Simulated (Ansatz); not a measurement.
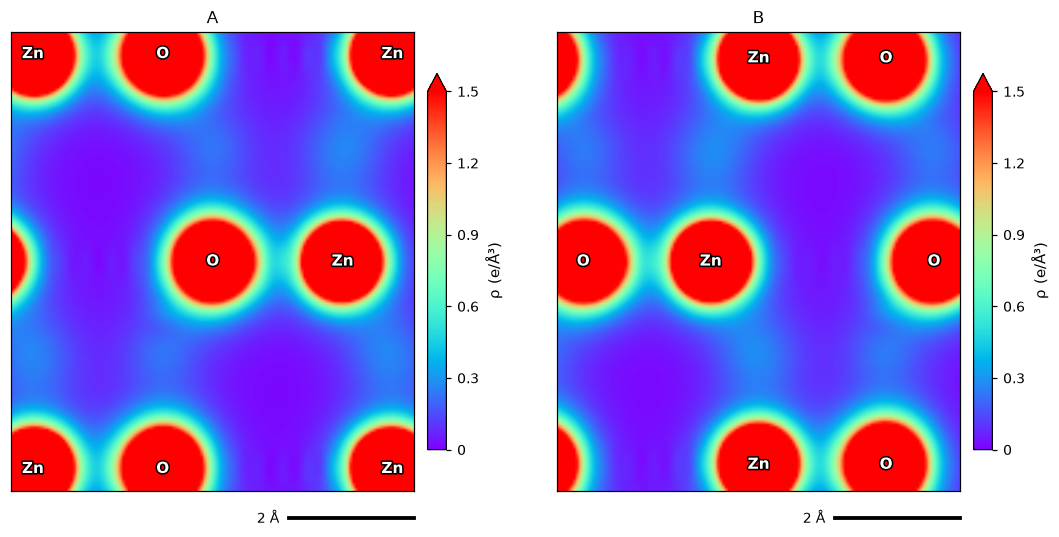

ZnO. The valence pseudo-density of two cells that differ in size and shape, on the (101) plane of each (indices in the axes of the calculation cell), at one length scale and on one colour scale: A has 13.7 Å³ an atom and B 12.9.

Space group P4₂/mnm; a structure generated by program, which may or may not match a known phase.

Theory: Ansatz 0.2.0, DFT PBE, scalar-relativistic, plane waves, PAW.

The density is the valence pseudo-density of a PAW calculation; it isn't the true density close to the nuclei.

The larger cell:

```
Zn O
1.0
     5.74588    0.00000    0.00000
     0.00000    5.74588    0.00000
     0.00000    0.00000    3.31143
Zn O
4 4
Direct
  0.18075 0.18075 0.50000
  0.81925 0.81925 0.50000
  0.68075 0.31925 0.00000
  0.31925 0.68075 0.00000
  0.81962 0.18038 0.50000
  0.18038 0.81962 0.50000
  0.68038 0.68038 0.00000
  0.31962 0.31962 0.00000
```

The smaller cell: a = 5.608 Å, b = 5.608 Å, c = 3.280 Å, α = 90.00°, β = 90.00°, γ = 90.00°.

Question: What does the compression do to the bonding and the properties?

Answer: From the larger cell to the smaller, Zn–O goes from 2.08 to 2.04 Å, and the density at its midpoint from 0.47 to 0.51 e/Å³; the pressure goes from −6 to 0.0 GPa; the Kohn–Sham gap goes from 0.68 eV to 0.76 eV.
